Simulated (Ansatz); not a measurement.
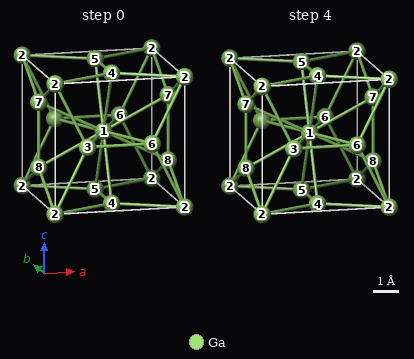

The structure of a crystal of Ga (built on the beta-tungsten (A15)_223 type) before (left) and after (right) a relaxation, at one scale.

A ball-and-stick model of the cell of the calculation, seen slightly off an axis.

Case: beta-tungsten (A15) type (Pm-3n, No. 223).

Theory: DFT r2SCAN, scalar-relativistic, plane waves, PAW in Ansatz 0.2.0.

Input
```yaml
crystal:
  lattice:
    - [5.3771721149, 0.0, 0.0]
    - [0.0, 5.3771721149, 0.0]
    - [0.0, 0.0, 5.3771721149]
  atoms:
    - { symbol: Ga, position: [0.5, 0.5, 0.5] }
    - { symbol: Ga, position: [0.0, 0.0, 0.0] }
    - { symbol: Ga, position: [0.25, 0.0, 0.5] }
    - { symbol: Ga, position: [0.5, 0.25, 0.0] }
    - { symbol: Ga, position: [0.5, 0.75, 0.0] }
    - { symbol: Ga, position: [0.75, 0.0, 0.5] }
    - { symbol: Ga, position: [0.0, 0.5, 0.75] }
    - { symbol: Ga, position: [0.0, 0.5, 0.25] }
basis:
  ecutwfc: 500
kpoints:
  mp_grid: { grid: [8, 8, 8] }
hamiltonian:
  xc: r2scan
scf:
  occupations: { method: gaussian, width: 0.1 }
output:
  forces: true
  stress: true
  eigenvalues: true
relax:
  adjacent_minimum: "off"
  f_tol: 0.01
  max_steps: 80
  cell: { stress_tol: 0.05 }
```

Summarise the run.

Answer. After 3 accepted moves (4 points after the start) the energy has fallen by 9.8 meV per atom. All forces vanish by symmetry, so only the cell relaxes. The pressure goes from −2.72 to −0.02 GPa. The SCF was repeated once at an unchanged geometry on a basis and grid sized afresh for the cell, which shifted the energy by 0.4 meV per atom at most. No atom moves by more than 0.005 Å relative to the cell. Cell: a = b = c 5.377 → 5.276 Å (−1.9 %). Volume −5.6 %. Among the contacts that change: Ga1–Ga3 3.006 → 2.949 Å, Ga3–Ga6 2.689 → 2.638 Å. The space group stays Pm-3n (No. 223).
